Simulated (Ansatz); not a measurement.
# Localised basis functions on twisted h-AlN/h-SiC alternating trilayer, 38.21° (42 atoms), part 4 of 4

Aim: test how closely localised support functions follow the reference on twisted h-AlN/h-SiC alternating trilayer, 38.21° (42 atoms), and at what cost. A setting counts as converged where the r.m.s. difference of forces stays under 1 % of the r.m.s. force.

Ansatz 0.2.0; Kohn-Sham DFT, PBE+D3(BJ), PAW (set soft_2), plane waves.

The cell: 14 Al, 14 N, 7 Si and 7 C. Beside vacuum, support functions can miss their usual error bounds without a warning.

So far. Step 12 (Support functions medium, radius 5.81 Å): Forces differ from the reference by 0.11 meV/Å r.m.s., 0.031 % of their size, well within a tolerance of 1 %; the energy by -0.21 meV/atom. It took 6.4 times the reference's time (shared host, so rough). The two runs also began from different starting densities, which bears on cycles and time.

### Step 17. Structure statistics

Bonds and neighbours are counted at the geometry of the runs.

Normalised to the volume that the atoms fill. Pair distribution functions g(r), in bins of 0.2 Å:

| r (Å) | total | Al-Al | Al-N | Al-C | Al-Si | N-N | N-C |
| --- | --- | --- | --- | --- | --- | --- | --- |
| 1.70 | 2.54 | 0.00 | 7.95 | 0.00 | 0.00 | 0.00 | 0.00 |
| 1.90 | 1.80 | 0.00 | 5.10 | 0.00 | 0.00 | 0.00 | 0.00 |
| 2.10 | 0.00 | 0.00 | 0.00 | 0.00 | 0.00 | 0.00 | 0.00 |
| 2.30 | 0.00 | 0.00 | 0.00 | 0.00 | 0.00 | 0.00 | 0.00 |
| 2.50 | 0.00 | 0.00 | 0.00 | 0.00 | 0.00 | 0.00 | 0.00 |
| 2.70 | 0.00 | 0.00 | 0.00 | 0.00 | 0.00 | 0.00 | 0.00 |
| 2.90 | 0.00 | 0.00 | 0.00 | 0.00 | 0.00 | 0.00 | 0.00 |
| 3.10 | 2.98 | 8.67 | 0.00 | 0.00 | 0.40 | 8.65 | 0.40 |
| 3.30 | 0.58 | 0.00 | 0.00 | 1.14 | 1.41 | 0.00 | 1.58 |
| 3.50 | 1.05 | 0.00 | 2.12 | 1.01 | 0.68 | 0.00 | 0.51 |
| 3.70 | 1.15 | 0.00 | 1.14 | 1.80 | 1.55 | 0.00 | 1.69 |
| 3.90 | 0.53 | 0.00 | 0.00 | 0.76 | 1.67 | 0.00 | 1.53 |
| 4.10 | 0.27 | 0.00 | 0.00 | 1.20 | 0.00 | 0.00 | 0.00 |
| 4.30 | 0.33 | 0.00 | 0.00 | 1.50 | 0.00 | 0.00 | 0.00 |
| 4.50 | 0.54 | 0.00 | 0.00 | 0.00 | 2.43 | 0.00 | 2.43 |
| 4.70 | 1.71 | 0.00 | 3.71 | 0.99 | 1.06 | 0.00 | 1.06 |
| 4.90 | 0.33 | 0.00 | 0.00 | 1.58 | 0.00 | 0.00 | 0.00 |
| 5.10 | 0.21 | 0.00 | 0.00 | 0.15 | 0.82 | 0.00 | 0.82 |
| 5.30 | 1.20 | 1.94 | 0.00 | 0.73 | 1.78 | 1.80 | 1.78 |
| 5.50 | 0.51 | 0.95 | 0.00 | 0.80 | 0.00 | 1.09 | 0.00 |
| 5.70 | 0.42 | 0.00 | 0.00 | 1.16 | 0.75 | 0.00 | 0.74 |
| 5.90 | 0.15 | 0.00 | 0.00 | 0.65 | 0.06 | 0.00 | 0.00 |
| 6.10 | 0.40 | 0.05 | 0.00 | 0.37 | 1.26 | 0.05 | 1.32 |
| 6.30 | 1.25 | 2.46 | 0.00 | 0.91 | 1.23 | 2.46 | 1.23 |
| 6.50 | 0.83 | 0.00 | 2.42 | 0.33 | 0.00 | 0.00 | 0.00 |
| 6.70 | 0.48 | 0.00 | 0.55 | 1.07 | 0.54 | 0.00 | 0.54 |
| 6.90 | 0.36 | 0.00 | 0.00 | 0.43 | 1.08 | 0.00 | 1.25 |
| 7.10 | 0.64 | 1.68 | 0.55 | 0.08 | 0.41 | 1.68 | 0.24 |

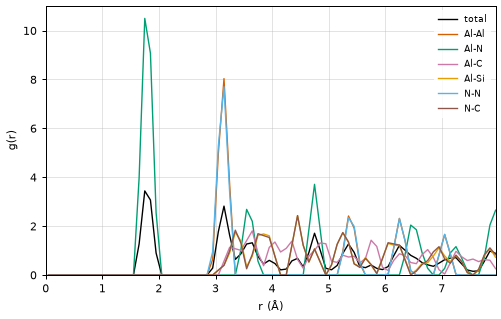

Pair distribution functions, lightly smoothed.

Bonds by pair of elements; cutoffs follow the first minimum of g(r), held within bounds set by covalent radii, and pairs that aren't listed don't count as bonded:

| pair A-B | cutoff (Å) | bonds | mean length (Å) | spread (Å) | shortest (Å) | B about A | A about B |
| --- | --- | --- | --- | --- | --- | --- | --- |
| Al-N | 2.25 | 42 | 1.80 | 0.015 | 1.77 | 3 | 3 |
| C-Si | 2.23 | 21 | 1.80 | 0.017 | 1.77 | 3 | 3 |

How many atoms have how many bonded neighbours:

| element | mean | 3 |
| --- | --- | --- |
| Al | 3 | 14 |
| C | 3 | 7 |
| N | 3 | 14 |
| Si | 3 | 7 |

Counting bonds as in the table, all Al atoms have 3, all C atoms have 3, all N atoms have 3 and all Si atoms have 3 bonded neighbours.

A closer look about N32, which bears the longest force: 17 atoms, nearest first, numbered in the order of the input, with positions taken from that point.

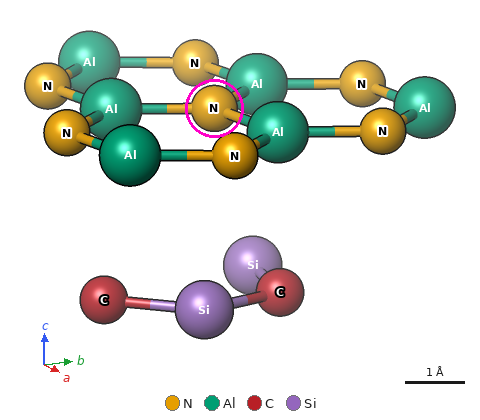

The atoms of the table, within 3.8 Å (arrows a, b, c point along x, y, z); some may hide others; the central atom is ringed.

| atom | x | y | z | distance (Å) | bonds | Löwdin charge (e) | Fx | Fy | Fz (eV/Å) |
| --- | --- | --- | --- | --- | --- | --- | --- | --- | --- |
| N32 | 0.00 | 0.00 | 0.00 | 0.00 | 3 | -1.09 | 1.04 | 0.16 | 0.26 |
| Al29 | -0.57 | -1.68 | 0.00 | 1.77 | 3 | 1.15 | 0.35 | -0.89 | -0.25 |
| Al31 | -1.15 | 1.35 | 0.02 | 1.77 | 3 | 1.14 | -0.24 | 0.61 | -0.04 |
| Al35 | 1.80 | 0.34 | 0.00 | 1.83 | 3 | 1.14 | -0.91 | 0.28 | 0.00 |
| N40 | -2.32 | -2.04 | 0.01 | 3.09 | 3 | -1.08 | -0.32 | 0.15 | 0.13 |
| N42 | -2.92 | 1.03 | -0.01 | 3.10 | 3 | -1.08 | -0.22 | -0.52 | 0.35 |
| N36 | 2.95 | -1.02 | -0.01 | 3.12 | 3 | -1.09 | 0.48 | -0.16 | 0.46 |
| N34 | -0.57 | 3.07 | 0.01 | 3.12 | 3 | -1.08 | 0.25 | -0.25 | 0.25 |
| N38 | 2.37 | 2.05 | 0.00 | 3.13 | 3 | -1.09 | -0.02 | -0.32 | 0.16 |
| N30 | 0.61 | -3.07 | 0.01 | 3.13 | 3 | -1.08 | -0.44 | 0.36 | 0.12 |
| C18 | 0.59 | 1.04 | -3.19 | 3.41 | 3 | -0.95 | 0.54 | -0.79 | 0.05 |
| Si17 | 1.21 | -0.68 | -3.18 | 3.47 | 3 | 1.08 | -0.53 | 0.73 | -0.03 |
| Al39 | -3.52 | -0.68 | 0.01 | 3.58 | 3 | 1.14 | 0.20 | 0.13 | -0.10 |
| Al37 | 1.20 | 3.40 | 0.00 | 3.60 | 3 | 1.15 | -0.20 | 0.29 | -0.20 |
| Al33 | 2.37 | -2.72 | 0.01 | 3.60 | 3 | 1.15 | 0.06 | -0.07 | 0.00 |
| Si21 | -1.16 | 1.37 | -3.18 | 3.65 | 3 | 1.06 | -0.09 | 0.20 | 0.00 |
| C20 | 0.02 | -2.01 | -3.18 | 3.76 | 3 | -0.97 | -0.17 | -0.48 | 0.01 |

The column of bonds counts only the pairs Al-N within 2.25 Å, C-Si within 2.23 Å; other neighbours, such as metal atoms beside each other in a compound, aren't counted, and periodic images can show an atom twice.

### Step 18. Summary of results

```
free energy per atom                             : -455.5935 eV/atom
r.m.s. force component                           : 0.356 eV/Å
gap (highest filled to lowest empty level) : 1.556 eV
potential in mid-vacuum, over the Fermi level    : 3.96 eV
wall time of the 12 DFT runs                     : 68 min
```

In words: Against plane waves at 750 eV, the forces differ by 0.19 meV/Å (0.054 %) with support functions medium, and by 0.03 meV/Å in the closest run (support functions high). At 42 atoms the fastest of the runs at a preset level, support functions low, takes 2.0 times the time of plane waves, in 13 SCF cycles against 8. Differences between support functions and plane waves include what basis error the plane-wave run still has. As the radius goes from 3.76 to 5.81 Å, the force difference goes from 0.22 to 0.11 meV/Å (not steadily; the least is 0.10 at 5.23 Å), while the time lies between 3.6 min and 14 min.

The highest filled and lowest empty levels differ by 1.56 eV (on the run's k-points); a semilocal functional tends to put such gaps too low. The potential stands 4.72 eV above the highest filled level over the upper face and 4.76 eV under the lower one, a reading of the ionisation potential at this level, but a rough one: there is no dipole correction, and the values are taken inside the vacuum, not at the faces. Counting bonds as in the table, all Al atoms have 3, all C atoms have 3, all N atoms have 3 and all Si atoms have 3 bonded neighbours.

**Limits.** The geometry was built by rule, was displaced at random and isn't relaxed at this level: its force components are 0.36 eV/Å r.m.s.

[Logs are printed without paths, hosts, clocks, repeated set-up lines and the standing remarks that a program may print on its own settings, such as how far it seeks lower states.]

[Hosts, paths, dates, database ids (printed as entryN), source tags and the programs' standing remarks are cut or masked in the printed files.]
